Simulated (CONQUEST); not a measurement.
## Energy of Sb along an even scaling of the cell

System: Sb (P6₃/mmc, 4 atoms in the cell).
Method: Kohn-Sham DFT of a periodic cell, PBEsol, PseudoDojo NC PBEsol, no spin polarisation (CONQUEST 1.3).

The 7 runs differ only in the geometry, by an even scaling of the cell at fixed fractional positions. The structure derives from a Materials Project entry.

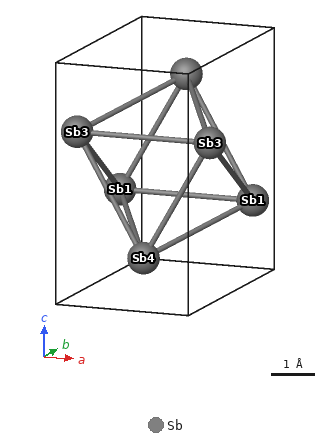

Figure 1. The structure of run 4 (ball-and-stick view of the cell of the calculation, seen slightly off an axis; atoms are numbered from 1 in the order of the input). An atom can appear more than once, as a periodic image.

### Input of run 4
```
IO.Title Sb
IO.Coordinates coords.dat
IO.FractionalAtomicCoords T
IO.Iprint 2
IO.Iprint_init 1
General.NumberOfSpecies 1
General.PseudopotentialType hamann
AtomMove.TypeOfRun static
AtomMove.FullStress T
Grid.PointsAlongX 32
Grid.PointsAlongY 60
Grid.PointsAlongZ 60
DM.SolutionMethod diagon
Diag.MPMesh T
Diag.GammaCentred T
Diag.MPMeshX 8
Diag.MPMeshY 5
Diag.MPMeshZ 5
Diag.kT 0.00183747
minE.SCTolerance 1e-6
SC.MaxIters 100
IO.AtomChargeOutput T
%block ChemicalSpeciesLabel
1 121.750 Sb
%endblock
```

Command:
```bash
OMP_NUM_THREADS=1 Conquest
```

Lattice vectors (Å) and fractional positions of run 4:
```
   3.354532    0.000000    0.000000
   0.000000    5.470161    0.000000
   0.000000    0.000000    5.810221
Sb  0.000000  0.750000  0.333333
Sb  0.500000  0.750000  0.833333
Sb  0.000000  0.250000  0.666667
Sb  0.500000  0.250000  0.166667
```

Run 6 has the same physical settings and fractional positions; its lattice vectors (Å) are:
```
   3.398676    0.000000    0.000000
   0.000000    5.542145    0.000000
   0.000000    0.000000    5.886680
```

### Results, with one run withheld

| run | volume per atom (Å³) | free energy per atom, from the lowest run given (meV) | pressure (GPa) |
| --- | --- | --- | --- |
| 1 | 25.055 | 19.54 | 4.49 |
| 2 | 25.588 | 7.89 | 2.47 |
| 3 | 26.121 | 1.86 | 1.17 |
| 4 | 26.654 | 0.00 | −0.05 |
| 5 | 27.187 | 2.44 | −1.33 |
| 6 | 27.720 | ? | ? |
| 7 | 28.253 | 18.17 | −3.33 |

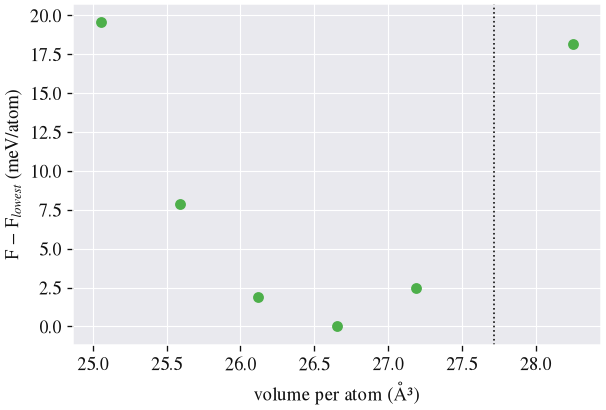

Figure 2. Free energy per atom of the runs given; the dotted line marks run 6.

Estimate the energy of run 6 from the others.

A cubic polynomial in V^(−2/3) (the Birch–Murnaghan form), fitted to the 6 runs given, misses them by at most 0.15 meV per atom. With x = V^(−2/3) − 0.11267 Å⁻², it reads F = 0.17345 + 812.1 x + 9.3434e+05 x² + 1.7987e+06 x³ (meV per atom). At run 6 it gives 8.65 meV per atom, and the run itself gives 8.52. The slope of the fit gives a pressure −dF/dV of −2.38 GPa there, and the run prints −2.44 GPa. The two needn't agree exactly: the fit is approximate, and the printed stress is taken on a finite basis. The fit has its minimum at 26.596 Å³ per atom, where V d²F/dV² gives 62.9 GPa. Cell shape and fractional positions are held, so this is the stiffness under even scaling; the relaxed bulk modulus wasn't computed.

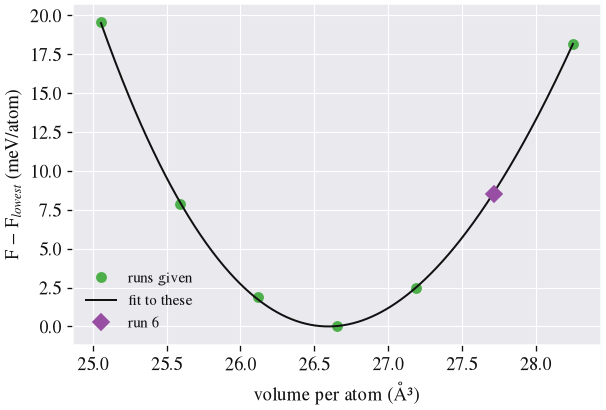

Figure 3. The fit and the withheld run.

### Some lines of the output (run 6)
```
[...]
      Using Fermi-Dirac smearing
          Free Energy (E-TS)               :      -363.060533431756880 Ha
          DFT Total Energy                 :      -363.053357094560283 Ha
          Free Energy (E-TS)               :      -363.056172970233092 Ha
          DFT Total Energy                 :      -363.054986295263689 Ha
          Free Energy (E-TS)               :      -363.055676786508968 Ha
          DFT Total Energy                 :      -363.055146186295701 Ha
          Free Energy (E-TS)               :      -363.055671555982087 Ha
          DFT Total Energy                 :      -363.055145815814058 Ha
          Free Energy (E-TS)               :      -363.055671752218359 Ha
          DFT Total Energy                 :      -363.055146010050862 Ha
      | Free Energy as E-TS      =      -363.055671752218359 Ha
      |* DFT total energy        =      -363.055146010050862 Ha
    force: Average pressure:     -2.44381533 GPa
```

Notes: With a small basis of atomic orbitals these values can differ much from converged plane-wave results.
